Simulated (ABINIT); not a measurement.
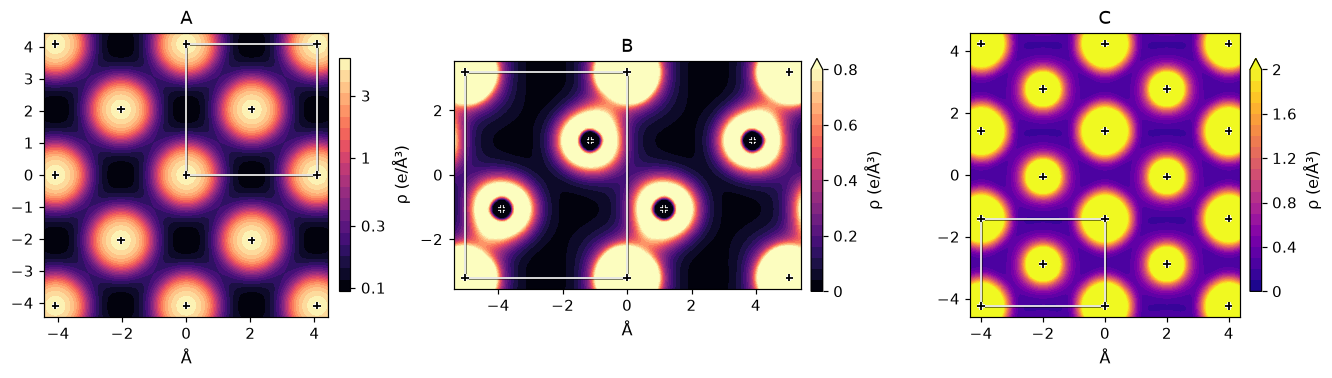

The valence charge density (pseudo) of 3 systems, each on a plane through atoms (crosses mark nuclei in the plane).

Level of theory: Kohn-Sham DFT of a periodic cell, PBE, JTH PAW PBE v2.0 in ABINIT.

System 1: PtS$_{2}$, the (110) plane of the conventional cell. Space group P-3m1.

```
Pt S
1.0
     3.68493    0.00000    0.00000
    -1.84246    3.19124    0.00000
     0.00000    0.00000    5.03880
Pt S
1 2
Direct
  0.00000 0.00000 0.00000
  0.66667 0.33333 0.77300
  0.33333 0.66667 0.22700
```

System 2: HfN, the (100) plane of the conventional cell. Space group Cm; a generated structure, not necessarily the stable one.

```
Hf N
1.0
     0.00000    2.82503   -2.82503
     0.00000    2.82503    2.82503
     2.82503    0.00000    0.00000
Hf N
2 2
Direct
  0.49615 0.00000 0.50541
  0.99615 0.50000 0.50541
  0.50830 0.49975 0.98582
  0.00830 0.99975 0.98582
```

System 3: Ag, the (010) plane of the conventional cell. Space group Fm-3m; computed pressure about 5 GPa in this cell.

```
CELL_PARAMETERS angstrom
4.08550 0.00000 0.00000
0.00000 4.08550 0.00000
0.00000 0.00000 4.08550
ATOMIC_POSITIONS crystal
Ag 0.00000 0.00000 0.00000
Ag 0.50000 0.50000 0.00000
Ag 0.50000 0.00000 0.50000
Ag 0.00000 0.50000 0.50000
```

Match each panel to its system.

Answer. Panel A is system 3, Ag: the plane holds Ag. Ag–Ag (2.89 Å): the density is about 0.21 e/Å³ at the midpoint. Panel B is system 1, PtS$_{2}$: the plane holds Pt and S. Pt–S (2.42 Å): ρ is about 0.61 e/Å³ halfway. Panel C is system 2, HfN: the plane holds Hf and N. Hf–Hf (2.83 Å): ρ at the midpoint is about 0.27 e/Å³.
